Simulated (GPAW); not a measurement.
## free-standing triangular Ru monolayer, spacing 3.288 A: a list in the functional

Aim: see how far moments and order energies of free-standing triangular Ru monolayer, spacing 3.288 A move with the functional, and what each set costs.

Calculated with GPAW 26.7.0; several functionals; plane waves with GPAW's PAW setups, scalar-relativistic.

### Step 1. Set-up

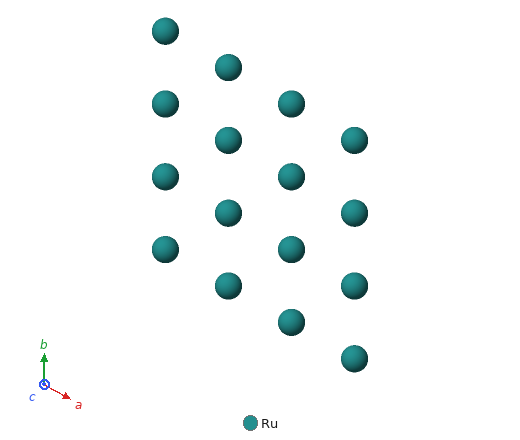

Start, viewed from above; ruthenium teal. 3×3×1 cells are drawn. Some periodic images of atoms are drawn too.

The cell holds 1 atom: 1 Ru. Cell: a = 3.288 Å, b = 3.288 Å, c = 14.000 Å, α = 90.0°, β = 90.0°, γ = 120.0°. model lattice. Vacuum lies along c.

### Step 2. Set 1 (LDA), start ferro +

Each set takes another functional on the same cell and mesh.

Input file order1.py:

```python
import json
import numpy as np
from ase import Atoms
from ase.parallel import paropen, parprint
from gpaw import GPAW

atoms = Atoms(['Ru'],
    cell=[[3.288, 0.0, 0.0],
         [-1.644, 2.847492, 0.0],
         [0.0, 0.0, 14.0]],
    scaled_positions=[[0.0, 0.0, 0.5]],
    pbc=True,
    magmoms=[1.5])
atoms.calc = GPAW(mode={'name': 'pw', 'ecut': 600},
    xc='LDA',
    kpts={'size': (10, 10, 1), 'gamma': True},
    occupations={'name': 'marzari-vanderbilt', 'width': 0.1},
    convergence={'density': 0.0001, 'energy': 1e-05},
    maxiter=200,
    symmetry={'tolerance': 1e-4},
    txt='order1.txt')
e = atoms.get_potential_energy(force_consistent=True)
res = {'free_energy': e, 'energy_sigma0': atoms.get_potential_energy(), 'fermi_energy': atoms.calc.get_fermi_level()}
res['moments'] = atoms.get_magnetic_moments().tolist()
res['total'] = atoms.get_magnetic_moment()
parprint('site moments (muB):', np.round(res['moments'], 3))
parprint(f"total moment: {res['total']:.3f} muB")
parprint(f'free energy: {e:.6f} eV')
atoms.calc.write('order1.gpw')
with paropen('results.json', 'w') as f:
    json.dump(res, f)
```

Command:

```bash
$ OMP_NUM_THREADS=1 python3 order1.py > order1.log
```

Log:

```text
site moments (muB): [2.394]
total moment: 2.732 muB
free energy: -5.579902 eV

--- order1.txt ---
Input parameters:
  mode=PW(ecut=600),
  convergence={'density': 0.0001, 'energy': 1e-05},
  kpts=MonkhorstPack(size=(10, 10, 1), gamma=True),
  maxiter=200,
  occupations=Occupations(name='marzari-vanderbilt', width=0.1),
  symmetry=Symmetry(tolerance=0.0001),
  xc=XC(name='LDA')

Diagonalizing LCAO Hamiltonian
Converting LCAO to pw mode

       Ru

Atoms  # Å, Bohr magnetons
|   | symbol |        x |        y |        z |    initial magnetic moments |
|---|--------|----------|----------|----------|-----------------------------|
| 0 |     Ru | 0.000000 | 0.000000 | 7.000000 | ( 0.0000,  0.0000,  1.5000) |

Unit cell  # Å
| periodic |         x |        y |         z |   lengths |     angles |
|----------|-----------|----------|-----------|-----------|------------|
|      yes |  3.288000 | 0.000000 |  0.000000 |  3.288000 |  90.000000 |
|      yes | -1.644000 | 2.847492 |  0.000000 |  3.288000 |  90.000000 |
|      yes |  0.000000 | 0.000000 | 14.000000 | 14.000000 | 119.999996 |

Number of symmetries: 24

BZ-sampling:
  Number of BZ points: 100
  Number of IBZ points: 14

  Monkhorst-Pack size: [10, 10, 1]
  Monkhorst-Pack shift: [0.05, 0.05, 0.0]

Plane wave coefficients: 4413
Cutoff: 600.0 eV

Spin-components: 2 (collinear spins)
Bands:           13
Projectors:      6
Spin-degeneracy: 1
Datatype:        complex128

Parallelization:
  kpt:    1
  domain: 1
  band:   1

Density:
  Valence electrons: 16.0
  Components: 2
  Grid points: [20 20 80]
  Charge: 0.0  # |e|

Potential:
  Grid points: [20 20 80]

[... setups left out ...]
Reference energy: -123123.414955  # eV

eigensolver:
  PPCG
  Converge bands: occupied
  niter=2

density mixing:
  MSR1-Mixer
  Pratt-step length: 0.05
  Maximum mixing coefficient: 0.75
  Old densities: 10
  SVD Regularization: 0.005
  Good broyden scale: 1.0
  Trust region scale: 1.0
  Backstep threshold: 4.0
  History deletion threshold: 6.0
  Fourier metric: weight=20.0, sigma=0.015

occupation numbers:
  Marzari-Vanderbilt:
    width: 0.1000  # eV

poisson solver:
  ecut: 4800.0  # eV

xc functional:
  name: None

convergence criteria:
- Maximum integral of absolute [dens]ity change: 0.0001 electrons / valence electron
- Maximum [total energy] change in last 3 cyles: 1e-05 eV / valence electron
- Maximum integral of absolute [eigenst]ate change: 4e-08 eV^2 / valence electron
maximum number of iterations: 200

SCF iterations
|iter     |      energy | eigst |  dens |  magmom |
|---------|-------------|-------|-------|---------|
|iter:   1|       0s |   -5.827745 | +0.37 |       |  +1.4942|
|iter:   2|       0s |   -5.645277 | -0.85 | -0.80 |  +1.5297|
|iter:   3|       1s |   -5.453295 | -0.89 | -0.85 |  +1.9322|
|iter:   4|       1s |   -5.531905 | -1.93 | -1.25 |  +2.2261|
|iter:   5|       2s |   -5.577225 | -2.15 | -1.41 |  +2.6811|
|iter:   6|       2s |   -5.579315 | -2.98 | -1.95 |  +2.6963|
|iter:   7|       3s |   -5.579767 | -3.68 | -2.27 |  +2.7172|
|iter:   8|       4s |   -5.579886 | -4.25 | -2.78 |  +2.7325|
|iter:   9|       4s |   -5.579901c| -4.87 | -3.06 |  +2.7320|
|iter:  10|       5s |   -5.579902c| -5.36 | -3.95 |  +2.7322|
|iter:  11|       5s |   -5.579902c| -5.85 | -4.23c|  +2.7323|
|iter:  12|       6s |   -5.579902c| -6.28 | -5.25c|  +2.7323|
|iter:  13|       6s |   -5.579902c| -6.77 | -5.66c|  +2.7323|
|iter:  14|       7s |   -5.579902c| -7.17 | -6.23c|  +2.7323|
|iter:  15|       7s |   -5.579902c| -7.58c| -6.77c|  +2.7323|

Converged in 15 steps
Energy contributions relative to reference atoms: (reference = -123123.414955)

Energy contributions:
  Kinetic:         -13.439134
  Coulomb:           9.881289
  Zero:             -0.401277
  External:          0.000000
  Xc:               -1.617936
  Entropy:          -0.002845
  Spinorbit:         0.000000
  ----------------------------
  Free energy:      -5.579902
  Extrapolated:     -5.579902

dipole moment: (-5.666703, -9.815020, -0.000000)  # |e|*Ang

Total magnetic moment: (0.000000, 0.000000, 2.732288)

Local magnetic moments
|        x |        y |        z |
|----------|----------|----------|
| 0.000000 | 0.000000 | 2.394295 |  # Ru   0

Fermi level: -3.042
Eigenvalues  # (at kpt = [0.000, 0.000, 0.000])
| band index |      eig [eV] | occ [0-1] |      eig [eV] | occ [0-1] |
|------------|---------------|-----------|---------------|-----------|
|          0 |       -75.752 |     1.000 |       -74.113 |     1.000 |
|          1 |       -46.125 |     1.000 |       -44.226 |     1.000 |
|          2 |       -45.678 |     1.000 |       -44.060 |     1.000 |
|          3 |       -45.678 |     1.000 |       -44.060 |     1.000 |
|          4 |        -6.625 |     1.000 |        -5.943 |     1.000 |
|          5 |        -4.918 |     1.000 |        -3.259 |     1.028 |
|          6 |        -4.554 |     1.000 |        -3.174 |     1.081 |
|          7 |        -4.554 |     1.000 |        -3.174 |     1.081 |
|          8 |        -3.975 |     1.000 |        -2.241 |     0.000 |
|          9 |        -3.975 |     1.000 |        -2.241 |     0.000 |
|         10 |        -1.592 |     0.000 |        -1.135 |     0.000 |
|         11 |         1.556 |     0.000 |         1.647 |     0.000 |
|         12 |         2.704 |     0.000 |         2.793 |     0.000 |

No gap
No difference between direct/indirect transitions
```

The job ended after 10 s (1 MPI rank of AMD EPYC 9R45, shared host; peak memory 0.23 GiB).

Spin moment in the augmentation sphere by atom:

```tsv
atom	spin moment in the augmentation sphere (μB)
Ru1	2.39
```

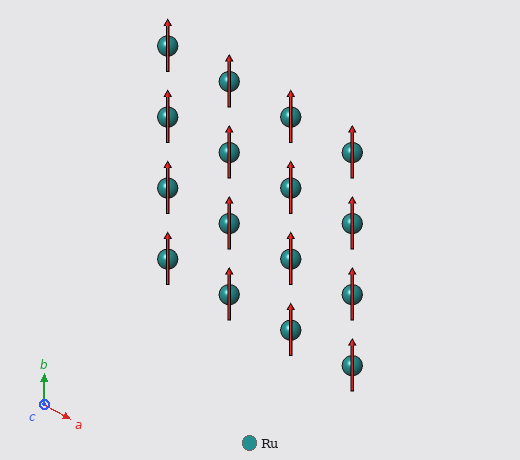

Spin moment in the augmentation sphere as arrows, the longest 2.39 μB. Up and down stand for the sign. Arrows give size and sign along the axis of quantisation, drawn up and down the page. 3×3×1 cells are drawn. Some periodic images of atoms are drawn too.

Numbers from this step:

| Item | Value |
| --- | --- |
| magnetization | 2.732 μB |
| final state | ferromagnetic |

After 15 cycles the largest moment stands at 2.39 μB.

### Step 3. Set 1 (LDA), start antiferro q=(0,1/2,0) +-

The second start gives the energy difference between the two end states, the quantity that is followed from set to set. Its q is in fractions of the reciprocal vectors of the first run's cell.

order2.py is the script of step 2 with these lines changed:

```diff
@@ -6,12 +6,13 @@
 
-atoms = Atoms(['Ru'],
+atoms = Atoms(['Ru', 'Ru'],
     cell=[[3.288, 0.0, 0.0],
-         [-1.644, 2.847492, 0.0],
+         [-3.288, 5.694984, 0.0],
          [0.0, 0.0, 14.0]],
-    scaled_positions=[[0.0, 0.0, 0.5]],
+    scaled_positions=[[0.0, 0.0, 0.5],
+         [0.0, 0.5, 0.5]],
     pbc=True,
-    magmoms=[1.5])
+    magmoms=[1.5, -1.5])
 atoms.calc = GPAW(mode={'name': 'pw', 'ecut': 600},
     xc='LDA',
-    kpts={'size': (10, 10, 1), 'gamma': True},
+    kpts={'size': (10, 5, 1), 'gamma': True},
     occupations={'name': 'marzari-vanderbilt', 'width': 0.1},
@@ -20,3 +21,3 @@
     symmetry={'tolerance': 1e-4},
-    txt='order1.txt')
+    txt='order2.txt')
 e = atoms.get_potential_energy(force_consistent=True)
@@ -28,3 +29,3 @@
 parprint(f'free energy: {e:.6f} eV')
-atoms.calc.write('order1.gpw')
+atoms.calc.write('order2.gpw')
 with paropen('results.json', 'w') as f:
```

Command:

```bash
$ OMP_NUM_THREADS=1 python3 order2.py > order2.log
```

Log:

```text
site moments (muB): [ 2.18 -2.18]
total moment: 0.000 muB
free energy: -10.860877 eV

--- order2.txt ---
Input parameters:
  mode=PW(ecut=600),
  convergence={'density': 0.0001, 'energy': 1e-05},
  kpts=MonkhorstPack(size=(10, 5, 1), gamma=True),
  maxiter=200,
  occupations=Occupations(name='marzari-vanderbilt', width=0.1),
  symmetry=Symmetry(tolerance=0.0001),
  xc=XC(name='LDA')

Diagonalizing LCAO Hamiltonian
Converting LCAO to pw mode

         Ru
           Ru

Atoms  # Å, Bohr magnetons
|   | symbol |         x |        y |        z |    initial magnetic moments |
|---|--------|-----------|----------|----------|-----------------------------|
| 0 |     Ru |  0.000000 | 0.000000 | 7.000000 | ( 0.0000,  0.0000,  1.5000) |
| 1 |     Ru | -1.644000 | 2.847492 | 7.000000 | ( 0.0000,  0.0000, -1.5000) |

Number of symmetries: 4

BZ-sampling:
  Number of BZ points: 50
  Number of IBZ points: 26

  Monkhorst-Pack size: [10, 5, 1]
  Monkhorst-Pack shift: [0.05, 0.0, 0.0]

Plane wave coefficients: 8782
Cutoff: 600.0 eV

Spin-components: 2 (collinear spins)
Bands:           24
Projectors:      12
Spin-degeneracy: 1
Datatype:        complex128

Parallelization:
  kpt:    1
  domain: 1
  band:   1

Density:
  Valence electrons: 32.0
  Components: 2
  Grid points: [20 40 80]
  Charge: 0.0  # |e|

Potential:
  Grid points: [20 40 80]

[... setups left out ...]
Reference energy: -246246.829911  # eV

convergence criteria:
- Maximum integral of absolute [dens]ity change: 0.0001 electrons / valence electron
- Maximum [total energy] change in last 3 cyles: 1e-05 eV / valence electron
[...]
|iter:  13|      53s |  -10.860876c| -6.27 | -4.39c|  +0.0000|
|iter:  14|      57s |  -10.860877c| -6.70 | -4.64c|  +0.0000|
|iter:  15|      61s |  -10.860877c| -7.05 | -4.94c|  +0.0000|
|iter:  16|      64s |  -10.860877c| -7.45c| -5.38c|  +0.0000|

Converged in 16 steps
Energy contributions relative to reference atoms: (reference = -246246.829911)

Energy contributions:
  Kinetic:         -28.577375
  Coulomb:          21.034938
  Zero:             -0.768498
  External:          0.000000
  Xc:               -2.541325
  Entropy:          -0.008616
  Spinorbit:         0.000000
  ----------------------------
  Free energy:     -10.860877
  Extrapolated:    -10.860877

dipole moment: (-11.348892, -19.656860, 0.000003)  # |e|*Ang

Total magnetic moment: (0.000000, 0.000000, 0.000001)

Local magnetic moments
|        x |        y |         z |
|----------|----------|-----------|
| 0.000000 | 0.000000 |  2.179562 |  # Ru   0
| 0.000000 | 0.000000 | -2.179561 |  # Ru   1

Fermi level: -2.982
Eigenvalues  # (at kpt = [0.000, 0.000, 0.000])
| band index |      eig [eV] | occ [0-1] |      eig [eV] | occ [0-1] |
|------------|---------------|-----------|---------------|-----------|
|          0 |       -75.738 |     1.000 |       -75.738 |     1.000 |
|        ... |               |           |               |           |
|          7 |       -44.192 |     1.000 |       -44.192 |     1.000 |
|          8 |        -6.275 |     1.000 |        -6.275 |     1.000 |
|          9 |        -5.321 |     1.000 |        -5.321 |     1.000 |
|         10 |        -4.885 |     1.000 |        -4.885 |     1.000 |
[...]
|         20 |        -0.743 |     0.000 |        -0.743 |     0.000 |
|         21 |         1.306 |     0.000 |         1.306 |     0.000 |
|         22 |         1.612 |     0.000 |         1.612 |     0.000 |
|         23 |         2.731 |     0.000 |         2.731 |     0.000 |

No gap
No difference between direct/indirect transitions
```

Run time: 73 s. Hardware: 1 MPI rank; peak memory 0.49 GiB.

Spin moment in the augmentation sphere by atom:

```tsv
atom	spin moment in the augmentation sphere (μB)
Ru1	2.18
Ru2	-2.18
```

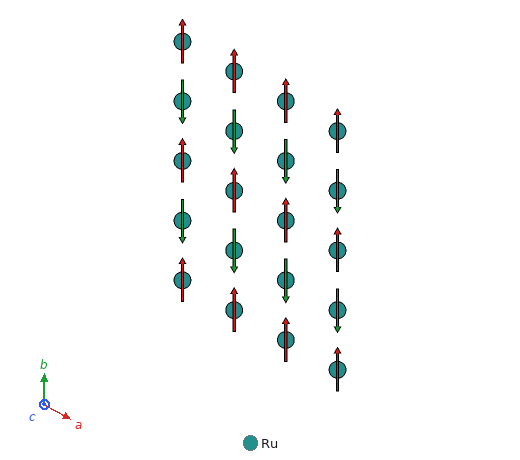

Spin moment in the augmentation sphere as arrows, the longest 2.18 μB. Up and down stand for the sign. Arrows give size and sign along the axis of quantisation, drawn up and down the page. The two directions have two colours. 3×2×1 cells are drawn. Some periodic images of atoms are drawn too.

This step gave:

```
magnetization : 0 μB
final state   : antiferromagnetic
```

This start lies +149.5 meV a seeded atom from the first; its largest moment is 2.18 μB.

### Step 4. Set 2 (PBE), start ferro +

order1.py is the script of step 2 with these lines changed:

```diff
@@ -14,3 +14,3 @@
 atoms.calc = GPAW(mode={'name': 'pw', 'ecut': 600},
-    xc='LDA',
+    xc='PBE',
     kpts={'size': (10, 10, 1), 'gamma': True},
```

Command:

```bash
$ OMP_NUM_THREADS=1 python3 order1.py > order1.log
```

Log:

```text
site moments (muB): [2.457]
total moment: 2.742 muB
free energy: -5.269059 eV

--- order1.txt ---
Input parameters:
  mode=PW(ecut=600),
  convergence={'density': 0.0001, 'energy': 1e-05},
  kpts=MonkhorstPack(size=(10, 10, 1), gamma=True),
  maxiter=200,
  occupations=Occupations(name='marzari-vanderbilt', width=0.1),
  symmetry=Symmetry(tolerance=0.0001),
  xc=XC(name='PBE')

Diagonalizing LCAO Hamiltonian
[...]
|          3 |       -45.393 |     1.000 |       -43.623 |     1.000 |
|          4 |        -6.074 |     1.000 |        -5.517 |     1.000 |
[...]
|          9 |        -3.704 |     1.000 |        -1.746 |     0.000 |
|         10 |        -1.256 |     0.000 |        -0.737 |     0.000 |
|         11 |         1.521 |     0.000 |         1.650 |     0.000 |
|         12 |         2.665 |     0.000 |         2.791 |     0.000 |

No gap
No difference between direct/indirect transitions


[key lines of the parts left out:]
Free energy:      -5.269059
Converged in 15 steps
dipole moment: (-5.640197, -9.769110, -0.000000)  # |e|*Ang
Fermi level: -2.509
```

Run time: 12 s. Hardware: 1 MPI rank; peak memory 0.24 GiB.

This step gave:

```yaml
magnetization: 2.742 μB
final_state: ferromagnetic
largest_moment: 2.457 μB
```

The largest moment moves by +0.06 μB from set 1, at 1.1 times its CPU time.

### Step 5. Set 2 (PBE), start antiferro q=(0,1/2,0) +-

order2.py is the script of step 3 with these lines changed:

```diff
@@ -15,3 +15,3 @@
 atoms.calc = GPAW(mode={'name': 'pw', 'ecut': 600},
-    xc='LDA',
+    xc='PBE',
     kpts={'size': (10, 5, 1), 'gamma': True},
```

Command:

```bash
$ OMP_NUM_THREADS=1 python3 order2.py > order2.log
```

Log:

```text
site moments (muB): [ 2.361 -2.361]
total moment: -0.000 muB
free energy: -10.245893 eV

--- order2.txt ---
Input parameters:
  mode=PW(ecut=600),
  convergence={'density': 0.0001, 'energy': 1e-05},
  kpts=MonkhorstPack(size=(10, 5, 1), gamma=True),
  maxiter=200,
  occupations=Occupations(name='marzari-vanderbilt', width=0.1),
  symmetry=Symmetry(tolerance=0.0001),
  xc=XC(name='PBE')

Diagonalizing LCAO Hamiltonian
[...]
|          9 |        -5.015 |     1.000 |        -5.015 |     1.000 |
|         10 |        -4.805 |     1.000 |        -4.805 |     1.000 |
[...]
|         20 |        -0.385 |     0.000 |        -0.385 |     0.000 |
|         21 |         1.598 |     0.000 |         1.598 |     0.000 |
|         22 |         1.763 |     0.000 |         1.763 |     0.000 |
|         23 |         2.719 |     0.000 |         2.719 |     0.000 |

No gap
No difference between direct/indirect transitions


[key lines of the parts left out:]
Free energy:     -10.245893
Converged in 20 steps
dipole moment: (-11.296341, -19.565838, 0.000003)  # |e|*Ang
Fermi level: -2.519
```

It took 93 s on 1 MPI rank; peak memory 0.51 GiB.

Read from the output:

```yaml
magnetization: 0 μB
final_state: antiferromagnetic
largest_moment: 2.361 μB
```

This start lies +146.1 meV a seeded atom from the first, a change of -3.4 meV since set 1; its largest moment is 2.36 μB.

### Step 6. Set 3 (revPBE), start ferro +

order1.py is the script of step 4 with these lines changed:

```diff
@@ -14,3 +14,3 @@
 atoms.calc = GPAW(mode={'name': 'pw', 'ecut': 600},
-    xc='PBE',
+    xc='revPBE',
     kpts={'size': (10, 10, 1), 'gamma': True},
```

Command:

```bash
$ OMP_NUM_THREADS=1 python3 order1.py > order1.log
```

Log:

```text
site moments (muB): [2.467]
total moment: 2.741 muB
free energy: -5.079224 eV

--- order1.txt ---
Input parameters:
  mode=PW(ecut=600),
  convergence={'density': 0.0001, 'energy': 1e-05},
  kpts=MonkhorstPack(size=(10, 10, 1), gamma=True),
  maxiter=200,
  occupations=Occupations(name='marzari-vanderbilt', width=0.1),
  symmetry=Symmetry(tolerance=0.0001),
  xc=XC(name='revPBE')

Diagonalizing LCAO Hamiltonian
[...]
|          3 |       -45.251 |     1.000 |       -43.473 |     1.000 |
|          4 |        -5.893 |     1.000 |        -5.365 |     1.000 |
[...]
|          9 |        -3.589 |     1.000 |        -1.594 |     0.000 |
|         10 |        -1.089 |     0.000 |        -0.581 |     0.000 |
|         11 |         1.458 |     0.000 |         1.598 |     0.000 |
|         12 |         2.577 |     0.000 |         2.728 |     0.000 |

No gap
No difference between direct/indirect transitions


[key lines of the parts left out:]
Free energy:      -5.079224
Converged in 15 steps
dipole moment: (-5.634159, -9.758651, -0.000000)  # |e|*Ang
Fermi level: -2.338
```

The job ended after 11 s (1 MPI rank; peak memory 0.24 GiB).

This step gave:

```yaml
magnetization: 2.741 μB
final_state: ferromagnetic
largest_moment: 2.467 μB
```

The largest moment moves by +0.01 μB from set 2, at 0.99 times its CPU time.

### Step 7. Set 3 (revPBE), start antiferro q=(0,1/2,0) +-

order2.py is the script of step 5 with these lines changed:

```diff
@@ -15,3 +15,3 @@
 atoms.calc = GPAW(mode={'name': 'pw', 'ecut': 600},
-    xc='PBE',
+    xc='revPBE',
     kpts={'size': (10, 5, 1), 'gamma': True},
```

Command:

```bash
$ OMP_NUM_THREADS=1 python3 order2.py > order2.log
```

Log:

```text
site moments (muB): [ 2.376 -2.376]
total moment: -0.000 muB
free energy: -9.875138 eV

--- order2.txt ---
Input parameters:
  mode=PW(ecut=600),
  convergence={'density': 0.0001, 'energy': 1e-05},
  kpts=MonkhorstPack(size=(10, 5, 1), gamma=True),
  maxiter=200,
  occupations=Occupations(name='marzari-vanderbilt', width=0.1),
  symmetry=Symmetry(tolerance=0.0001),
  xc=XC(name='revPBE')

Diagonalizing LCAO Hamiltonian
[...]
|          9 |        -4.888 |     1.000 |        -4.888 |     1.000 |
|         10 |        -4.756 |     1.000 |        -4.756 |     1.000 |
[...]
|         20 |        -0.239 |     0.000 |        -0.239 |     0.000 |
|         21 |         1.532 |     0.000 |         1.532 |     0.000 |
|         22 |         1.946 |     0.000 |         1.946 |     0.000 |
|         23 |         2.635 |     0.000 |         2.635 |     0.000 |

No gap
No difference between direct/indirect transitions


[key lines of the parts left out:]
Free energy:      -9.875138
Converged in 27 steps
dipole moment: (-11.282889, -19.542537, 0.000003)  # |e|*Ang
Fermi level: -2.337
```

Elapsed: 2.1 min, on 1 MPI rank; peak memory 0.51 GiB.

This step gave:

| Item | Value |
| --- | --- |
| magnetization | 0 μB |
| final state | antiferromagnetic |
| largest moment | 2.376 μB |

This start lies +141.7 meV a seeded atom from the first, a change of -4.5 meV since set 2; its largest moment is 2.38 μB.

(Part 1 of 2 ends here.)

[Logs and program files are shortened in this print: banners, set-up blocks, solver, clock and traceback lines can be left out without a mark of their own.]

[Logs are printed without paths, hosts, clocks, repeated set-up lines and the standing remarks that a program may print on its own settings, such as how far it seeks lower states.]

[Hosts, paths, dates, database ids (printed as entryN), source tags and the programs' standing remarks are cut or masked in the printed files.]

[Where a cell is said to come from a database of computed structures, the database is the Materials Project.]
